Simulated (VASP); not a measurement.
Mg: space group P6_3/mmc (No. 194), a = 3.164 Å, b = 3.164 Å, c = 5.289 Å, α = 90.00°, β = 90.00°, γ = 120.00°. Origin: the end point of a relaxation with VASP Kohn-Sham DFT of a periodic cell, PBE, VASP PAW PBE potentials, minimal in VASP 6.6.1. Forms under 0.4 % of the area are left out.

Estimate the growth shape by the BFDH rule (face distance proportional to 1/d, absences counted).

The forms computed, by share of the surface:

```tsv
form	faces	d (Å)	share of area (%)
{100}	6	2.740	40.1
{101}	12	2.433	39.1
{002}	2	2.645	20.7
```

The crystal is roughly equant (blocky). Widths along a, b and c stand as 1.00 : 1.00 : 0.90.

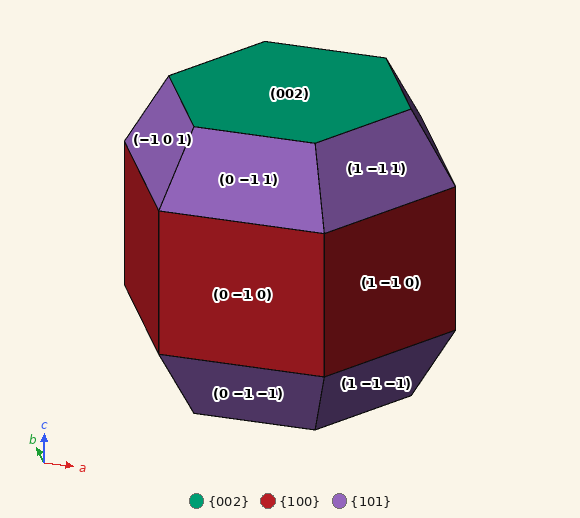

The computed shape, faces indexed. The rule is geometric and ignores bonding and growth conditions.
